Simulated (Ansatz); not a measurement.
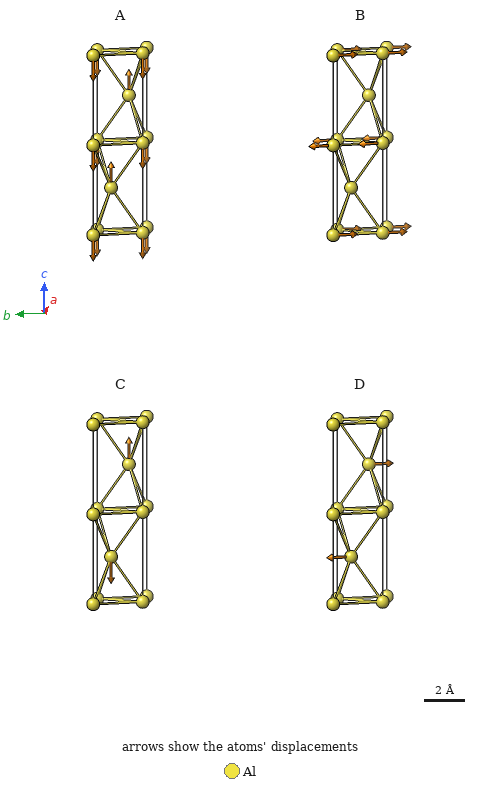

Four optical modes of a crystal of Al relaxed at 3 GPa at the zone centre, in no order (one member of each degenerate set). The orange arrows are the displacements of the atoms (eigenvector over the root of the mass), of arbitrary overall length and sign. Style: ball-and-stick. Shown: the cell of the calculation, from a free direction.

Method: DFT PBEsol, scalar-relativistic, plane waves, PAW (Ansatz). Set-up: plane-wave cutoff 420 eV; k-point mesh 18 × 18 × 6; occupations fermi dirac; smearing width 0.15 eV; target pressure 3 GPa; no spin polarisation.

The frequencies depend somewhat on the k-mesh and the smearing.

Q: Order them from the lowest to the highest frequency (imaginary ones first).

A: B (92 cm⁻¹), D (120 cm⁻¹), C (238 cm⁻¹), A (342 cm⁻¹). B, E₂u: The Al (2c) atoms stay at rest; all motion is along b; atoms of one kind move against one another, with no net shift of their sublattice. D, E₂g: The Al (2a) atoms stay at rest; all motion is along b; atoms of one kind move against one another, with no net shift of their sublattice. C, B₁g: The Al (2a) atoms stay at rest; all motion is along c; atoms of one kind move against one another, with no net shift of their sublattice. A, A₂u: The Al (2a) sublattice moves against the Al (2c) sublattice, along c. The crystal is metallic in this run.
